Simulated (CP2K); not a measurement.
## C: single-point calculation

The run: single-point calculation of C (P6₃/mmc, 4 atoms in the cell). Method and program: with the settings of its input (CP2K 2026.2).

The structure was built on a prototype by a generator. Some settings of this run were made unusual or wrong on purpose. The geometry comes from this level: r2SCAN.

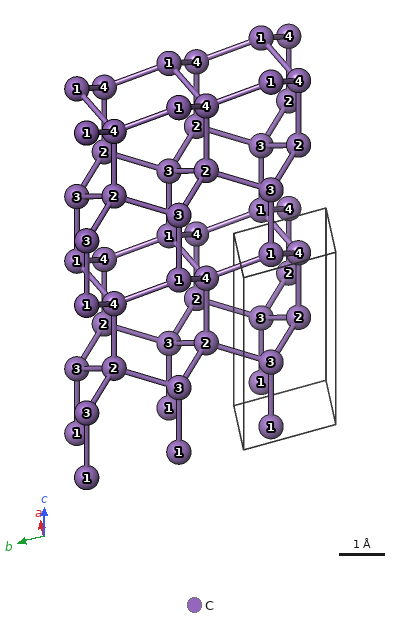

**Figure 1.** The structure (ball-and-stick view of the cell of the calculation, repeated 2 × 3 × 2, seen at an oblique angle; atoms are numbered from 1 in the order of the input). Near neighbours in the crystal (not all of them lie inside the picture): C has 4 C at 1.54 to 1.56 Å.

### The input
```
&GLOBAL
 PROJECT run
 RUN_TYPE ENERGY_FORCE
 PRINT_LEVEL LOW
&END GLOBAL
&FORCE_EVAL
 METHOD QS
 STRESS_TENSOR ANALYTICAL
 &DFT
  BASIS_SET_FILE_NAME BASIS_MOLOPT
  POTENTIAL_FILE_NAME GTH_POTENTIALS
  &QS
   EXTRAPOLATION USE_GUESS
  &END QS
  &MGRID
   CUTOFF 30
   REL_CUTOFF 50
  &END MGRID
  &XC
   &XC_FUNCTIONAL PBE
   &END XC_FUNCTIONAL
  &END XC
  &KPOINTS
   SCHEME MONKHORST-PACK 5 5 5
   SYMMETRY F
   FULL_GRID F
  &END KPOINTS
  &SCF
   ADDED_MOS 10
   EPS_SCF 1e-6
   MAX_SCF 80
   &DIAGONALIZATION
   &END DIAGONALIZATION
   &MIXING
    METHOD BROYDEN_MIXING
    ALPHA 0.3
   &END MIXING
   &SMEAR
    METHOD FERMI_DIRAC
    ELECTRONIC_TEMPERATURE [K] 232
   &END SMEAR
   &PRINT
    &ITERATION_INFO
    &END ITERATION_INFO
   &END PRINT
  &END SCF
  &PRINT
   &BAND_STRUCTURE
    FILE_NAME bands.bs
    ADDED_MOS 6
    &KPOINT_SET
     UNITS B_VECTOR
     SPECIAL_POINT 0.00000000 0.00000000 0.00000000
     NPOINTS 0
    &END KPOINT_SET
    &KPOINT_SET
     UNITS B_VECTOR
     SPECIAL_POINT 0.50000000 0.00000000 0.00000000
     NPOINTS 0
    &END KPOINT_SET
    &KPOINT_SET
     UNITS B_VECTOR
     SPECIAL_POINT 0.33333333 0.33333333 0.00000000
     NPOINTS 0
    &END KPOINT_SET
    &KPOINT_SET
     UNITS B_VECTOR
     SPECIAL_POINT 0.00000000 0.00000000 0.50000000
     NPOINTS 0
    &END KPOINT_SET
    &KPOINT_SET
     UNITS B_VECTOR
     SPECIAL_POINT 0.50000000 0.00000000 0.50000000
     NPOINTS 0
    &END KPOINT_SET
    &KPOINT_SET
     UNITS B_VECTOR
     SPECIAL_POINT 0.33333333 0.33333333 0.50000000
     NPOINTS 0
    &END KPOINT_SET
   &END BAND_STRUCTURE
  &END PRINT
 &END DFT
 &SUBSYS
  &CELL
   A 2.50319537 0.00000000 0.00000000
   B -1.25159769 2.16783078 0.00000000
   C 0.00000000 0.00000000 4.16886928
  &END CELL
  &COORD
   SCALED
   C 0.33333333 0.66666667 0.00023132
   C 0.66666667 0.33333333 0.50023132
   C 0.33333333 0.66666667 0.37476868
   C 0.66666667 0.33333333 0.87476868
  &END COORD
  &KIND C
   BASIS_SET SZV-MOLOPT-SR-GTH
   POTENTIAL GTH-PBE
  &END KIND
 &END SUBSYS
 &PRINT
  &STRESS_TENSOR
  &END STRESS_TENSOR
  &FORCES
  &END FORCES
 &END PRINT
&END FORCE_EVAL
```

Run on 2 threads of Intel Xeon @ 2.50GHz (Skylake/Cascade Lake), 32 GiB of memory available, shared host.

Launch command:
```bash
cp2k.psmp -i run.inp
```

### The program's output
```
euer29

 CP2K| version string:                                       CP2K version 2026.2
 CP2K|            td4 dftd4_v4_2 s_dftd3 mctc-lib tblite sirius libvori libbqb l
 CP2K|            libvdwxc hdf5 trexio greenx
 CP2K| Input file name                                                   run.inp

 GLOBAL| Force Environment number                                              1
 GLOBAL| Cholesky decomposition library                                ScaLAPACK
 GLOBAL| Direct generalized diagonalization requested                          F
 GLOBAL| Matrix multiplication library                                 ScaLAPACK

 GENERATE|  Preliminary Number of Bonds generated:                             0
 GENERATE|  Achieved consistency in connectivity generation.

 *******************************************************************************
 *******************************************************************************
 **                                                                           **
 **     #####                         ##              ##                      **
 **    ##   ##            ##          ##              ##                      **
 **   ##     ##                       ##            ######                    **
 **   ##     ##  ##   ##  ##   #####  ##  ##   ####   ##    #####    #####    **
 **   ##     ##  ##   ##  ##  ##      ## ##   ##      ##   ##   ##  ##   ##   **
 **   ##  ## ##  ##   ##  ##  ##      ####     ###    ##   ######   ######    **
 **    ##  ###   ##   ##  ##  ##      ## ##      ##   ##   ##       ##        **
 **     #######   #####   ##   #####  ##  ##  ####    ##    #####   ##        **
 **           ##                                                    ##        **
 **                                                                           **
 **                                                ... make the atoms dance   **
 **                                                                           **
 **                      J. Chem. Phys. 152, 194103 (2020)                    **
 **                                                                           **
 *******************************************************************************

 *** available. The full set of unoccupied MOs will be used. Use           ***
 *** 'ADDED_MOS -1' to always use all available MOs and to get rid of this ***
 *** warning.                                                              ***

 TOTAL NUMBERS AND MAXIMUM NUMBERS

  Total number of            - Atomic kinds:                                   1
                             - Atoms:                                          4
                             - Shell sets:                                     4
                             - Shells:                                         8
                             - Primitive Cartesian functions:                 20
                             - Cartesian basis functions:                     16
                             - Spherical basis functions:                     16

  Maximum angular momentum of- Orbital basis functions:                        1
                             - Local part of the GTH pseudopotential:          2
                             - Non-local part of the GTH pseudopotential:      0

 SCF PARAMETERS         Density guess:                                    ATOMIC
                        --------------------------------------------------------
                        max_scf:                                              80
                        max_scf_history:                                       0
                        max_diis:                                              4
                        --------------------------------------------------------
                        eps_scf:                                        1.00E-06
                        eps_scf_history:                                0.00E+00
                        eps_diis:                                       1.00E-01
                        eps_eigval:                                     1.00E-05
                        --------------------------------------------------------
                        level_shift [a.u.]:                             0.000000
                        added MOs                                         8    0
                        --------------------------------------------------------
                        Mixing method:                            BROYDEN_MIXING
                                                charge density mixing in g-space
                        --------------------------------------------------------
                        Smear method:                                FERMI_DIRAC
                        Electronic temperature [K]:                        232.0
                        Electronic temperature [a.u.]:                  7.35E-04
                        Accuracy threshold:                             1.00E-10
                        --------------------------------------------------------
                        No outer SCF

 Extrapolation method: initial_guess

 Number of electrons:                                                         16
 Number of occupied orbitals:                                                  8
 Number of molecular orbitals:                                                16

 Number of orbital functions:                                                 16
 Number of independent orbital functions:                                     16

 SCF WAVEFUNCTION OPTIMIZATION

  ------------------------------------------------------------------------------
     1 NoMix/Diag. 0.30E+00    0.5     1.21994710       -22.0134954465 -2.20E+01
     2 Broy./Diag. 0.30E+00    0.7     0.03180120       -22.6169471254 -6.03E-01
     3 Broy./Diag. 0.30E+00    0.7     0.04206707       -22.4804356961  1.37E-01
     4 Broy./Diag. 0.30E+00    0.7     0.00527586       -22.4357063855  4.47E-02
     5 Broy./Diag. 0.30E+00    0.7     0.00041566       -22.4254849903  1.02E-02
     6 Broy./Diag. 0.30E+00    0.7     0.00020574       -22.4244998055  9.85E-04
     7 Broy./Diag. 0.30E+00    0.7     0.00003856       -22.4240844540  4.15E-04
     8 Broy./Diag. 0.30E+00    0.7     0.00002201       -22.4238456056  2.39E-04
     9 Broy./Diag. 0.30E+00    0.7     0.00000258       -22.4238394519  6.15E-06
    10 Broy./Diag. 0.30E+00    0.7     0.00000358       -22.4238389427  5.09E-07
    11 Broy./Diag. 0.30E+00    0.6     0.00000103       -22.4238381830  7.60E-07
    12 Broy./Diag. 0.30E+00    0.7     0.00000037       -22.4238340388  4.14E-06

  *** SCF run converged in    12 steps ***

  Electronic density on regular grids:        -15.9954136608        0.0045863392
  Core density on regular grids:               16.0017462186        0.0017462186
  Total charge density on r-space grids:        0.0063325578
  Total charge density g-space grids:           0.0063325578

  Overlap energy of the core charge distribution:               0.00000005057481
  Self energy of the core charge distribution:                -53.34003170706085
  Core Hamiltonian energy:                                     17.35970889213641
  Hartree energy:                                              20.72660942673084
  Exchange-correlation energy:                                 -7.17012070117461
  Electronic entropic energy:                                  -0.00000000000000
  Fermi energy:                                                 0.58154640025462

  Total energy:                                               -22.42383403879339
  Total energy (extrapolated to T->0):                        -22.42383403879339

 KPOINTS| Band Structure Calculation
 KPOINTS| Number of k-point sets                                               6
 KPOINTS| Number of added MOs/bands                                            6
 KPOINTS| Number of k-points in set    1                                       1
 KPOINTS| In units of b-vector [2pi/Bohr]
 KPOINTS| Special point     1 not specifi     0.000000     0.000000     0.000000
 KPOINTS| Time for k-point line                                            0.004
 KPOINTS| Number of k-points in set    2                                       1
 KPOINTS| In units of b-vector [2pi/Bohr]
 KPOINTS| Special point     1 not specifi     0.500000     0.000000     0.000000
 KPOINTS| Time for k-point line                                            0.004
 KPOINTS| Number of k-points in set    3                                       1
 KPOINTS| In units of b-vector [2pi/Bohr]
 KPOINTS| Special point     1 not specifi     0.333333     0.333333     0.000000
 KPOINTS| Time for k-point line                                            0.004
 KPOINTS| Number of k-points in set    4                                       1
 KPOINTS| In units of b-vector [2pi/Bohr]
 KPOINTS| Special point     1 not specifi     0.000000     0.000000     0.500000
 KPOINTS| Time for k-point line                                            0.004
 KPOINTS| Number of k-points in set    5                                       1
 KPOINTS| In units of b-vector [2pi/Bohr]
 KPOINTS| Special point     1 not specifi     0.500000     0.000000     0.500000
 KPOINTS| Time for k-point line                                            0.004
 KPOINTS| Number of k-points in set    6                                       1
 KPOINTS| In units of b-vector [2pi/Bohr]
 KPOINTS| Special point     1 not specifi     0.333333     0.333333     0.500000
 KPOINTS| Time for k-point line                                            0.004

 ENERGY| Total FORCE_EVAL ( QS ) energy [hartree]            -22.423833485769322

 FORCES| Atomic forces [hartree/bohr]
 FORCES|   Atom     x               y               z               |f|
 FORCES|      1 -2.26491717E-03  1.30780537E-03  4.78333082E-02   4.79047553E-02
 FORCES|      2  2.26468211E-03 -1.30769650E-03 -7.10650873E-02   7.11131879E-02
 FORCES|      3 -2.14600226E-03  1.23917657E-03 -9.28371827E-01   9.28375134E-01
 FORCES|      4  2.38857892E-03 -1.37920253E-03  8.73742635E-01   8.73746989E-01
 FORCES| Sum     2.42341601E-04 -1.39917092E-04 -7.78609702E-02
 FORCES| Total atomic force                                       7.78614731E-02

 STRESS| Analytical stress tensor [bar]
 STRESS|                        x                   y                   z
 STRESS|      x       -2.63590964666E+06  -2.21909435719E+05  -1.26186899589E+03
 STRESS|      y       -2.21909435719E+05  -2.89215202461E+06   7.28517842342E+02
 STRESS|      z       -1.26186899589E+03   7.28517842342E+02   4.54396234547E+04
 STRESS| 1/3 Trace                                            -1.82754068260E+06
 STRESS| Determinant                                           3.44175554575E+17

 STRESS| Eigenvectors and eigenvalues of the analytical stress tensor [bar]
 STRESS|                        1                   2                   3
 STRESS| Eigenvalues  -3.02027063880E+06  -2.50779186399E+06   4.54404549702E+04
 STRESS|      x           0.499997487922      0.866026713107     -0.000494223699
 STRESS|      y           0.866026854129     -0.499997406507      0.000285332507
 STRESS|      z           0.000000004995      0.000570676532      0.999999837164
```

### File bands.bs
```
# Set 1: 1 special points, 1 k-points, 16 bands
#  Special point 1          0.00000000     0.00000000     0.00000000  not specified
#  Point 1      Spin 1:     0.00000000     0.00000000     0.00000000       1.00000000
#   Band    Energy [eV]     Occupation
       1   -10.20026604     2.00000000
       2    -4.32759353     2.00000000
       3    -1.97393490     2.00000000
       4     9.13258005     2.00000000
       5     9.22473394     2.00000000
       6    11.40194979     2.00000000
       7    13.16799238     2.00000000
       8    13.28208451     2.00000000
       9    18.19146572     0.00000000
      10    18.91518934     0.00000000
      11    19.07356316     0.00000000
      12    23.32972448     0.00000000
      13    24.57012006     0.00000000
      14    24.76401380     0.00000000
      15    29.27655229     0.00000000
      16    32.26047438     0.00000000
# Set 2: 1 special points, 1 k-points, 16 bands
#  Special point 1          0.50000000     0.00000000     0.00000000  not specified
#  Point 1      Spin 1:     0.50000000     0.00000000     0.00000000       1.00000000
#   Band    Energy [eV]     Occupation
       1    -4.89413288     2.00000000
       2    -2.99890131     2.00000000
       3     0.64980293     2.00000000
       4     2.09797630     2.00000000
       5     2.53705586     2.00000000
       6     5.52540115     2.00000000
       7     6.07913102     2.00000000
       8     9.66298639     2.00000000
       9    21.34904383     0.00000000
      10    22.72316949     0.00000000
      11    23.70351051     0.00000000
      12    26.01478562     0.00000000
      13    27.04783328     0.00000000
      14    28.52260766     0.00000000
      15    30.73855652     0.00000000
      16    33.40171081     0.00000000
# Set 3: 1 special points, 1 k-points, 16 bands
#  Special point 1          0.33333333     0.33333333     0.00000000  not specified
#  Point 1      Spin 1:     0.33333333     0.33333333     0.00000000       1.00000000
#   Band    Energy [eV]     Occupation
       1    -2.99999823     2.00000000
       2    -2.97218072     2.00000000
       3     0.75289028     2.00000000
       4     2.35335697     2.00000000
       5     2.39772246     2.00000000
       6     4.58421440     2.00000000
       7     4.68952062     2.00000000
       8     5.48864200     2.00000000
       9    21.83322243     0.00000000
      10    24.77686894     0.00000000
      11    24.94586859     0.00000000
      12    27.12716785     0.00000000
      13    27.85706670     0.00000000
      14    30.95713742     0.00000000
      15    31.30063078     0.00000000
      16    32.07819761     0.00000000
# Set 4: 1 special points, 1 k-points, 16 bands
#  Special point 1          0.00000000     0.00000000     0.50000000  not specified
#  Point 1      Spin 1:     0.00000000     0.00000000     0.50000000       1.00000000
#   Band    Energy [eV]     Occupation
       1    -9.11324752     2.00000000
       2    -7.73485469     2.00000000
       3     4.66513337     2.00000000
       4     5.06337574     2.00000000
       5     9.75626890     2.00000000
       6     9.85329229     2.00000000
       7    11.86484293     2.00000000
       8    11.96955778     2.00000000
       9    20.79959977     0.00000000
      10    20.97535854     0.00000000
      11    21.16260580     0.00000000
      12    22.95925965     0.00000000
      13    23.19246958     0.00000000
      14    23.37232505     0.00000000
      15    27.97889358     0.00000000
      16    32.02605313     0.00000000
# Set 5: 1 special points, 1 k-points, 16 bands
#  Special point 1          0.50000000     0.00000000     0.50000000  not specified
#  Point 1      Spin 1:     0.50000000     0.00000000     0.50000000       1.00000000
#   Band    Energy [eV]     Occupation
       1    -3.99069794     2.00000000
       2    -2.66674712     2.00000000
       3    -1.70562381     2.00000000
       4    -0.35453668     2.00000000
       5     6.28420184     2.00000000
       6     6.87277984     2.00000000
       7     7.14715185     2.00000000
       8     8.29427317     2.00000000
       9    21.73132825     0.00000000
      10    22.46150639     0.00000000
      11    22.76269014     0.00000000
      12    24.12422630     0.00000000
      13    26.16083261     0.00000000
      14    28.84542704     0.00000000
      15    31.17518788     0.00000000
      16    32.42119781     0.00000000
# Set 6: 1 special points, 1 k-points, 16 bands
#  Special point 1          0.33333333     0.33333333     0.50000000  not specified
#  Point 1      Spin 1:     0.33333333     0.33333333     0.50000000       1.00000000
#   Band    Energy [eV]     Occupation
       1    -2.21884292     2.00000000
       2    -2.20426976     2.00000000
       3    -0.23625764     2.00000000
       4    -0.21531366     2.00000000
       5     1.76436705     2.00000000
       6     3.46177777     2.00000000
       7     7.39699613     2.00000000
       8     7.67656535     2.00000000
       9    22.63825989     0.00000000
      10    23.18297644     0.00000000
      11    26.23020575     0.00000000
      12    26.45709614     0.00000000
      13    27.20159436     0.00000000
      14    28.84731808     0.00000000
      15    31.04337069     0.00000000
      16    31.62612993     0.00000000
```

### What the run reported

| quantity | value |
| --- | --- |
| outcome | converged |
| space group (tolerance 0.01 Å) | P6₃/mmc (194) |
| electrons treated | 16 |
| free energy | −610.1836 eV |
| band gap | 4.91 eV |
| pressure | −182.75 GPa |
| largest force (length of the vector) | 47.739 eV/Å |
| wall time | 11 s (CPU time 20 s) |
| peak memory | 0.2 GiB |

Some settings of this run were drawn to be unusual or wrong. It converged; results that depend on the unusual settings are not reference values.
